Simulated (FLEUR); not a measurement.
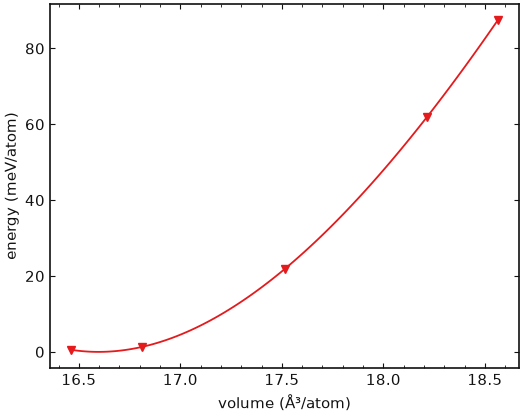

The plot gives the computed energy against volume for InPd, space group Pm-3m (No. 221).

Cell as given: a = 3.272 Å, b = 3.272 Å, c = 3.272 Å, α = 90.00°, β = 90.00°, γ = 90.00°; 2 atoms.

Method: all-electron LAPW DFT, no spin polarisation; energies at scaled volumes of the given cell, shape and fractions fixed, counted from the fit's minimum, third-order Birch-Murnaghan fit (FLEUR MaX-R8.1 (later development tree)). Level: LDA.

k mesh 8×8×8; occupations Fermi–Dirac; smearing width 0.05 eV; potentials all electron; program settings basis FLAPW, kmax 4.3 1/bohr.

Give the fitted equation-of-state parameters.

Answer. A third-order Birch–Murnaghan fit gives V0 = 16.60 Å³/atom, B0 = 157 GPa and B′ = 6.1.
